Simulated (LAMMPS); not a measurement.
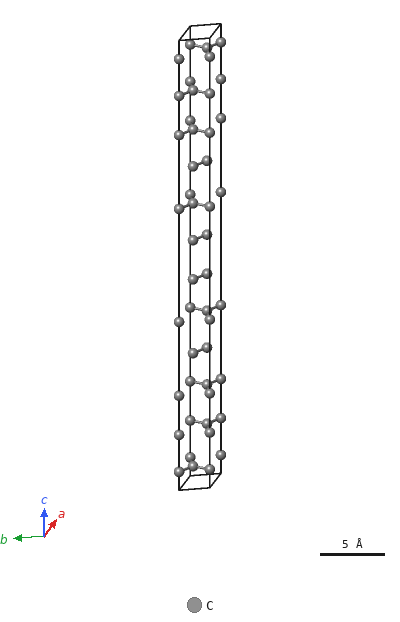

*The input geometry (ball-and-stick view of the cell 3 times as large as that of the calculation, set on its symmetry axes, seen at an oblique angle). An atom can appear more than once, as a periodic image.*

Near neighbours in the periodic cell (some may lie outside the picture): C has 3 C at 1.42 Å.

Geometry relaxation, with input and output: C

- system: C (R-3m, 8 atoms in the cell)
- method: classical potential SiC_Erhart-Albe.tersoff (style tersoff) (LAMMPS 22 Jul 2025 update 4)

The structure derives from a Materials Project entry. The geometry comes from this level: r2scan-rvv10.

**The input**
```
units metal
boundary p p p
atom_style atomic
read_data data.lmp
pair_style tersoff
pair_coeff * * SiC_Erhart-Albe.tersoff C
thermo_style custom step pe press pxx pyy pzz pyz pxz pxy vol fmax
thermo_modify format float %.8f
dump 1 all custom 10 dump.lmp id type x y z fx fy fz
dump_modify 1 sort id format float %.8f
thermo 10
fix 1 all box/relax tri 0.0 vmax 0.001
min_style cg
minimize 0.0 1.0e-6 400 4000
minimize 0.0 1.0e-6 400 4000
unfix 1
undump 1
write_dump all custom end.lmp id type x y z modify sort id format float %.8f
run 0
```

**File data.lmp**
```
crystal

8 atoms
1 atom types

0.0 13.69489649 xlo xhi
0.0 2.44515854 ylo yhi
0.0 2.12325551 zlo zhi
13.47484284 13.47484284 1.21267733 xy xz yz

Masses

1 12.0110

Atoms

1 1 1.66725440 0.15004565 0.08709665
2 1 35.64026420 3.20746899 1.86183209
3 1 32.10073011 2.88892630 1.67692835
4 1 5.00431797 0.45036688 0.26142342
5 1 38.97732778 3.50779022 2.03615886
6 1 15.21543703 1.36932325 0.79484789
7 1 8.54385207 0.76890958 0.44632716
8 1 25.42914515 2.28851262 1.32840762
```

Hardware: 1 thread of Arm Neoverse V1, 24 GiB of memory available, shared host.

Command:
```bash
lmp -in in.lmp -log none -nocite
```

**What the program printed**
```
using 1 OpenMP thread(s) per MPI task
Reading data file ...
  triclinic box = (0 0 0) to (13.694896 2.4451585 2.1232555) with tilt (13.474843 13.474843 1.2126773)
WARNING: Triclinic box skew is large. LAMMPS will run inefficiently. (src/src/domain.cpp:221)
  1 by 1 by 1 MPI processor grid
  reading atoms ...
  8 atoms
  read_data CPU = 0.000 seconds
Neighbor list info ...
  max neighbors/atom: 2000, page size: 100000
  master list distance cutoff = 4.15
  ghost atom cutoff = 4.15
  binsize = 2.075, bins = 20 2 2
  1 neighbor lists, perpetual/occasional/extra = 1 0 0
  (1) pair tersoff, perpetual
      attributes: full, newton on
      pair build: full/bin/atomonly
      stencil: full/bin/3d
      bin: standard
Setting up cg style minimization ...
  Unit style    : metal
  Current step  : 0
WARNING: Energy due to 6 extra global DOFs will be included in minimizer energies
 (src/src/min.cpp:222)
Per MPI rank memory allocation (min/avg/max) = 4.239 | 4.239 | 4.239 Mbytes
   Step         PotEng         Press           Pxx            Pyy            Pzz            Pyz            Pxz            Pxy           Volume          Fmax
         0  -58.09494988 350280.95649285 5628.41806624 521211.51135468 524002.94005763 -2443.70875260 -27153.76553227 -46779.11427029 71.09974402 0.00009536
        10  -58.54576325 236444.56097055 6365.28918342 333558.76545953 369409.62826869 15834.37223264 -23517.51933700 -41263.43373711 72.50965432 0.02593741
        20  -58.83704474 131815.89087316 5405.09217935 161968.42387531 228074.15656483 17315.97859556 -18147.03713087 -26604.36972004 73.84317403 0.02996359
        30  -58.97118399 43119.27720569 1917.15460854 34198.95181698 93241.72519155 667.94087471 -8069.16899198 -6513.61013796 75.00380450 0.00927891
        40  -58.99189638 -28.15273011 -1.31459515 34.36113776 -117.50473295 -38.93265348 19.17862372 -2.90934490 75.68694511 0.00266820
        50  -58.99189655 4.28910881 0.42898454 4.73689735 7.70144453 4.48159953 -1.63525860 -1.36897309 75.68647062 0.00009661
        60  -58.99189655 -0.40171480 -0.04249313 -1.26247464 0.09982335 0.13177063 -0.03564195 0.23454743 75.68652301 0.00004586
        70  -58.99189655 0.01227578 0.00002394 0.32775200 -0.29094860 -0.25341935 0.07826869 -0.03935248 75.68651793 0.00000603
        80  -58.99189655 0.09438177 0.01041683 0.21918113 0.05354735 0.03831969 -0.01277369 -0.04673378 75.68651734 0.00000222
        90  -58.99189655 -0.00236004 -0.00016697 -0.02634633 0.01943319 0.01707895 -0.00525765 0.00348683 75.68651839 0.00000112
       100  -58.99189655 -0.00515139 -0.00060277 -0.00451660 -0.01033479 -0.00855050 0.00269172 0.00172559 75.68651840 0.00000022
       105  -58.99189655 -0.00216610 -0.00026947 0.00163541 -0.00786424 -0.00665526 0.00207742 0.00033332 75.68651836 0.00000012
Loop time of 0.00442721 on 1 procs for 105 steps with 8 atoms

100.0% CPU use with 1 MPI tasks x 1 OpenMP threads

Minimization stats:
  Stopping criterion = force tolerance
  Energy initial, next-to-last, final =
     -58.0949498769542  -58.9918965515162  -58.9918965515159
  Force two-norm initial, final = 35.656534 8.403402e-07
  Force max component initial, final = 23.253665 6.1017194e-07
  Final line search alpha, max atom move = 1 6.1017194e-07
  Iterations, force evaluations = 105 173

MPI task timing breakdown:
Section |  min time  |  avg time  |  max time  |%varavg| %total
---------------------------------------------------------------
Pair    | 0.0018538  | 0.0018538  | 0.0018538  |   0.0 | 41.87
Neigh   | 0          | 0          | 0          |   0.0 |  0.00
Comm    | 0.00049797 | 0.00049797 | 0.00049797 |   0.0 | 11.25
Output  | 0.00033685 | 0.00033685 | 0.00033685 |   0.0 |  7.61
Modify  | 0          | 0          | 0          |   0.0 |  0.00
Other   |            | 0.001739   |            |       | 39.27

Nlocal:              8 ave           8 max           8 min
Histogram: 1 0 0 0 0 0 0 0 0 0
Nghost:            870 ave         870 max         870 min
Histogram: 1 0 0 0 0 0 0 0 0 0
Neighs:              0 ave           0 max           0 min
Histogram: 1 0 0 0 0 0 0 0 0 0
FullNghs:          220 ave         220 max         220 min
Histogram: 1 0 0 0 0 0 0 0 0 0

Total # of neighbors = 220
Ave neighs/atom = 27.5
Neighbor list builds = 0
Dangerous builds = 0
Setting up cg style minimization ...
  Unit style    : metal
  Current step  : 105
WARNING: Energy due to 6 extra global DOFs will be included in minimizer energies
 (src/src/min.cpp:222)
Per MPI rank memory allocation (min/avg/max) = 5.49 | 5.49 | 5.49 Mbytes
   Step         PotEng         Press           Pxx            Pyy            Pzz            Pyz            Pxz            Pxy           Volume          Fmax
       105  -58.99189655 -0.00216610 -0.00026947 0.00163541 -0.00786424 -0.00665526 0.00207743 0.00033333 75.68651836 0.00000012
       106  -58.99189655 0.00089013 0.00009497 0.00162455 0.00095088 0.00060619 -0.00021226 -0.00037804 75.68651834 0.00000011
Loop time of 9.8413e-05 on 1 procs for 1 steps with 8 atoms

100.6% CPU use with 1 MPI tasks x 1 OpenMP threads

Minimization stats:
  Stopping criterion = force tolerance
  Energy initial, next-to-last, final =
     -58.9918965515159  -58.9918965515159  -58.9918965515165
  Force two-norm initial, final = 8.5030982e-07 3.0011377e-07
  Force max component initial, final = 6.1058314e-07 1.1450224e-07
  Final line search alpha, max atom move = 1 1.1450224e-07
  Iterations, force evaluations = 1 2

MPI task timing breakdown:
Section |  min time  |  avg time  |  max time  |%varavg| %total
---------------------------------------------------------------
Pair    | 3.259e-05  | 3.259e-05  | 3.259e-05  |   0.0 | 33.12
Neigh   | 0          | 0          | 0          |   0.0 |  0.00
Comm    | 8.849e-06  | 8.849e-06  | 8.849e-06  |   0.0 |  8.99
Output  | 0          | 0          | 0          |   0.0 |  0.00
Modify  | 0          | 0          | 0          |   0.0 |  0.00
Other   |            | 5.697e-05  |            |       | 57.89

Nlocal:              8 ave           8 max           8 min
Histogram: 1 0 0 0 0 0 0 0 0 0
Nghost:            870 ave         870 max         870 min
Histogram: 1 0 0 0 0 0 0 0 0 0
Neighs:              0 ave           0 max           0 min
Histogram: 1 0 0 0 0 0 0 0 0 0
FullNghs:          236 ave         236 max         236 min
Histogram: 1 0 0 0 0 0 0 0 0 0

Total # of neighbors = 236
Ave neighs/atom = 29.5
Neighbor list builds = 0
Dangerous builds = 0
WARNING: No fixes with time integration, atoms won't move
Setting up Verlet run ...
  Unit style    : metal
  Current step  : 106
  Time step     : 0.001
Per MPI rank memory allocation (min/avg/max) = 3.114 | 3.114 | 3.114 Mbytes
   Step         PotEng         Press           Pxx            Pyy            Pzz            Pyz            Pxz            Pxy           Volume          Fmax
       106  -58.99189655 0.00089013 0.00009497 0.00162454 0.00095088 0.00060619 -0.00021226 -0.00037804 75.68651834 0.00000011
Loop time of 1.634e-06 on 1 procs for 0 steps with 8 atoms

122.4% CPU use with 1 MPI tasks x 1 OpenMP threads

MPI task timing breakdown:
Section |  min time  |  avg time  |  max time  |%varavg| %total
---------------------------------------------------------------
Pair    | 0          | 0          | 0          |   0.0 |  0.00
Neigh   | 0          | 0          | 0          |   0.0 |  0.00
Comm    | 0          | 0          | 0          |   0.0 |  0.00
Output  | 0          | 0          | 0          |   0.0 |  0.00
Modify  | 0          | 0          | 0          |   0.0 |  0.00
Other   |            | 1.634e-06  |            |       |100.00

Nlocal:              8 ave           8 max           8 min
Histogram: 1 0 0 0 0 0 0 0 0 0
Nghost:            870 ave         870 max         870 min
Histogram: 1 0 0 0 0 0 0 0 0 0
Neighs:              0 ave           0 max           0 min
Histogram: 1 0 0 0 0 0 0 0 0 0
FullNghs:          236 ave         236 max         236 min
Histogram: 1 0 0 0 0 0 0 0 0 0

Total # of neighbors = 236
Ave neighs/atom = 29.5
Neighbor list builds = 0
Dangerous builds = 0
```

**Trajectory as extended XYZ (Å, eV, eV/Å), 13 frames, from step=0 to step=106**
```
8
Lattice="13.6949 0.0000 0.0000 13.4748 2.4452 0.0000 13.4748 1.2127 2.1233" Properties=species:S:1:pos:R:3:forces:R:3 step=0 energy=-58.09495 pressure_GPa=35.03
C     1.6673    0.1500    0.0871    0.0000   0.0000   0.0000
C    35.6403    3.2075    1.8618   -0.0001   0.0000   0.0000
C    32.1007    2.8889    1.6769   -0.0001   0.0000   0.0000
C     5.0043    0.4504    0.2614    0.0001   0.0000   0.0000
C    38.9773    3.5078    2.0362    0.0000   0.0000   0.0000
C    15.2154    1.3693    0.7948    0.0000   0.0000   0.0000
C     8.5439    0.7689    0.4463    0.0001   0.0000   0.0000
C    25.4291    2.2885    1.3284    0.0000   0.0000   0.0000
8
Lattice="13.6968 0.0000 0.0000 13.3982 2.4686 0.0000 13.4246 1.2132 2.1445" Properties=species:S:1:pos:R:3:forces:R:3 step=10 energy=-58.54576 pressure_GPa=23.64
C     1.6612    0.1393    0.0774    0.0017  -0.0259   0.0232
C    35.5298    3.2167    1.8698    0.0016  -0.0259   0.0232
C    32.0011    2.8961    1.6831    0.0016  -0.0259   0.0232
C     4.9880    0.4416    0.2534   -0.0016   0.0259  -0.0232
C    38.8566    3.5190    2.0459   -0.0017   0.0259  -0.0232
C    15.1677    1.3666    0.7922   -0.0017   0.0259  -0.0232
C     8.5167    0.7622    0.4402   -0.0016   0.0259  -0.0232
C    25.3500    2.2918    1.3311    0.0017  -0.0259   0.0232
8
Lattice="13.6996 0.0000 0.0000 13.3088 2.4889 0.0000 13.3623 1.2149 2.1657" Properties=species:S:1:pos:R:3:forces:R:3 step=20 energy=-58.83704 pressure_GPa=13.18
C     1.6537    0.1301    0.0676    0.0001  -0.0142   0.0300
C    35.3977    3.2258    1.8779    0.0000  -0.0142   0.0300
C    31.8821    2.9033    1.6893    0.0000  -0.0142   0.0300
C     4.9682    0.4342    0.2454    0.0000   0.0142  -0.0300
C    38.7123    3.5300    2.0556   -0.0001   0.0142  -0.0300
C    15.1106    1.3647    0.7895   -0.0001   0.0142  -0.0300
C     8.4839    0.7567    0.4340    0.0000   0.0142  -0.0300
C    25.2554    2.2953    1.3338    0.0001  -0.0142   0.0300
8
Lattice="13.7029 0.0000 0.0000 13.2304 2.5028 0.0000 13.2869 1.2166 2.1870" Properties=species:S:1:pos:R:3:forces:R:3 step=30 energy=-58.97118 pressure_GPa=4.31
C     1.6458    0.1237    0.0579   -0.0019   0.0053   0.0093
C    35.2642    3.2326    1.8859   -0.0020   0.0053   0.0093
C    31.7616    2.9087    1.6954   -0.0020   0.0053   0.0093
C     4.9481    0.4291    0.2374    0.0020  -0.0053  -0.0093
C    38.5664    3.5381    2.0653    0.0019  -0.0053  -0.0093
C    15.0526    1.3636    0.7868    0.0019  -0.0053  -0.0093
C     8.4506    0.7531    0.4278    0.0020  -0.0053  -0.0093
C    25.1596    2.2982    1.3365   -0.0019   0.0053   0.0093
8
Lattice="13.7041 0.0000 0.0000 13.2125 2.5074 0.0000 13.2498 1.2129 2.2026" Properties=species:S:1:pos:R:3:forces:R:3 step=40 energy=-58.99190 pressure_GPa=-0.00
C     1.6430    0.1215    0.0507    0.0002  -0.0001  -0.0027
C    35.2164    3.2311    1.8918    0.0001  -0.0001  -0.0027
C    31.7185    2.9071    1.6999    0.0001  -0.0001  -0.0027
C     4.9409    0.4269    0.2315   -0.0001   0.0001   0.0027
C    38.5142    3.5365    2.0726   -0.0002   0.0001   0.0027
C    15.0319    1.3616    0.7849   -0.0002   0.0001   0.0027
C     8.4388    0.7509    0.4233   -0.0001   0.0001   0.0027
C    25.1254    2.2965    1.3384    0.0002  -0.0001  -0.0027
8
Lattice="13.7041 0.0000 0.0000 13.2125 2.5074 0.0000 13.2499 1.2129 2.2026" Properties=species:S:1:pos:R:3:forces:R:3 step=50 energy=-58.99190 pressure_GPa=0.00
C     1.6430    0.1215    0.0507    0.0000   0.0000   0.0000
C    35.2165    3.2311    1.8917   -0.0001   0.0000   0.0000
C    31.7186    2.9071    1.6999   -0.0001   0.0000   0.0000
C     4.9409    0.4269    0.2315    0.0001   0.0000   0.0000
C    38.5143    3.5365    2.0726    0.0000   0.0000   0.0000
C    15.0319    1.3616    0.7849    0.0000   0.0000   0.0000
C     8.4388    0.7509    0.4233    0.0001   0.0000   0.0000
C    25.1254    2.2965    1.3384    0.0000   0.0000   0.0000
8
Lattice="13.7041 0.0000 0.0000 13.2125 2.5074 0.0000 13.2499 1.2129 2.2026" Properties=species:S:1:pos:R:3:forces:R:3 step=60 energy=-58.99190 pressure_GPa=-0.00
C     1.6430    0.1215    0.0507    0.0000   0.0000   0.0000
C    35.2164    3.2311    1.8917    0.0000   0.0000   0.0000
C    31.7185    2.9071    1.6999    0.0000   0.0000   0.0000
C     4.9409    0.4269    0.2315    0.0000   0.0000   0.0000
C    38.5143    3.5365    2.0726    0.0000   0.0000   0.0000
C    15.0319    1.3616    0.7849    0.0000   0.0000   0.0000
C     8.4388    0.7509    0.4233    0.0000   0.0000   0.0000
C    25.1254    2.2965    1.3384    0.0000   0.0000   0.0000
8
Lattice="13.7041 0.0000 0.0000 13.2125 2.5074 0.0000 13.2499 1.2129 2.2026" Properties=species:S:1:pos:R:3:forces:R:3 step=70 energy=-58.99190 pressure_GPa=0.00
C     1.6430    0.1215    0.0507    0.0000   0.0000   0.0000
C    35.2164    3.2311    1.8917    0.0000   0.0000   0.0000
C    31.7185    2.9071    1.6999    0.0000   0.0000   0.0000
C     4.9409    0.4269    0.2315    0.0000   0.0000   0.0000
C    38.5143    3.5365    2.0726    0.0000   0.0000   0.0000
C    15.0319    1.3616    0.7849    0.0000   0.0000   0.0000
C     8.4388    0.7509    0.4233    0.0000   0.0000   0.0000
C    25.1254    2.2965    1.3384    0.0000   0.0000   0.0000
8
Lattice="13.7041 0.0000 0.0000 13.2125 2.5074 0.0000 13.2499 1.2129 2.2026" Properties=species:S:1:pos:R:3:forces:R:3 step=80 energy=-58.99190 pressure_GPa=0.00
C     1.6430    0.1215    0.0507    0.0000   0.0000   0.0000
C    35.2164    3.2311    1.8917    0.0000   0.0000   0.0000
C    31.7185    2.9071    1.6999    0.0000   0.0000   0.0000
C     4.9409    0.4269    0.2315    0.0000   0.0000   0.0000
C    38.5143    3.5365    2.0726    0.0000   0.0000   0.0000
C    15.0319    1.3616    0.7849    0.0000   0.0000   0.0000
C     8.4388    0.7509    0.4233    0.0000   0.0000   0.0000
C    25.1254    2.2965    1.3384    0.0000   0.0000   0.0000
8
Lattice="13.7041 0.0000 0.0000 13.2125 2.5074 0.0000 13.2499 1.2129 2.2026" Properties=species:S:1:pos:R:3:forces:R:3 step=90 energy=-58.99190 pressure_GPa=-0.00
C     1.6430    0.1215    0.0507    0.0000   0.0000   0.0000
C    35.2164    3.2311    1.8917    0.0000   0.0000   0.0000
C    31.7185    2.9071    1.6999    0.0000   0.0000   0.0000
C     4.9409    0.4269    0.2315    0.0000   0.0000   0.0000
C    38.5143    3.5365    2.0726    0.0000   0.0000   0.0000
C    15.0319    1.3616    0.7849    0.0000   0.0000   0.0000
C     8.4388    0.7509    0.4233    0.0000   0.0000   0.0000
C    25.1254    2.2965    1.3384    0.0000   0.0000   0.0000
8
Lattice="13.7041 0.0000 0.0000 13.2125 2.5074 0.0000 13.2499 1.2129 2.2026" Properties=species:S:1:pos:R:3:forces:R:3 step=100 energy=-58.99190 pressure_GPa=-0.00
C     1.6430    0.1215    0.0507    0.0000   0.0000   0.0000
C    35.2164    3.2311    1.8917    0.0000   0.0000   0.0000
C    31.7185    2.9071    1.6999    0.0000   0.0000   0.0000
C     4.9409    0.4269    0.2315    0.0000   0.0000   0.0000
C    38.5143    3.5365    2.0726    0.0000   0.0000   0.0000
C    15.0319    1.3616    0.7849    0.0000   0.0000   0.0000
C     8.4388    0.7509    0.4233    0.0000   0.0000   0.0000
C    25.1254    2.2965    1.3384    0.0000   0.0000   0.0000
8
Lattice="13.7041 0.0000 0.0000 13.2125 2.5074 0.0000 13.2499 1.2129 2.2026" Properties=species:S:1:pos:R:3:forces:R:3 step=105 energy=-58.99190 pressure_GPa=-0.00
C     1.6430    0.1215    0.0507    0.0000   0.0000   0.0000
C    35.2164    3.2311    1.8917    0.0000   0.0000   0.0000
C    31.7185    2.9071    1.6999    0.0000   0.0000   0.0000
C     4.9409    0.4269    0.2315    0.0000   0.0000   0.0000
C    38.5143    3.5365    2.0726    0.0000   0.0000   0.0000
C    15.0319    1.3616    0.7849    0.0000   0.0000   0.0000
C     8.4388    0.7509    0.4233    0.0000   0.0000   0.0000
C    25.1254    2.2965    1.3384    0.0000   0.0000   0.0000
8
Lattice="13.7041 0.0000 0.0000 13.2125 2.5074 0.0000 13.2499 1.2129 2.2026" Properties=species:S:1:pos:R:3:forces:R:3 step=106 energy=-58.99190 pressure_GPa=0.00
C     1.6430    0.1215    0.0507    0.0000   0.0000   0.0000
C    35.2164    3.2311    1.8917    0.0000   0.0000   0.0000
C    31.7185    2.9071    1.6999    0.0000   0.0000   0.0000
C     4.9409    0.4269    0.2315    0.0000   0.0000   0.0000
C    38.5143    3.5365    2.0726    0.0000   0.0000   0.0000
C    15.0319    1.3616    0.7849    0.0000   0.0000   0.0000
C     8.4388    0.7509    0.4233    0.0000   0.0000   0.0000
C    25.1254    2.2965    1.3384    0.0000   0.0000   0.0000
```

**Key numbers**

```csv
quantity,value
outcome,converged
space group (tolerance 0.01 Å),R-3m (166) → P-1 (2)
potential energy,−58.9919 eV
pressure,0.00 GPa
final volume,75.69 Å³
final cell,"a = 13.704 Å, b = 13.448 Å, c = 13.486 Å, α = 10.89°, β = 10.75°, γ = 10.75°"
peak memory,0.03 GiB
```
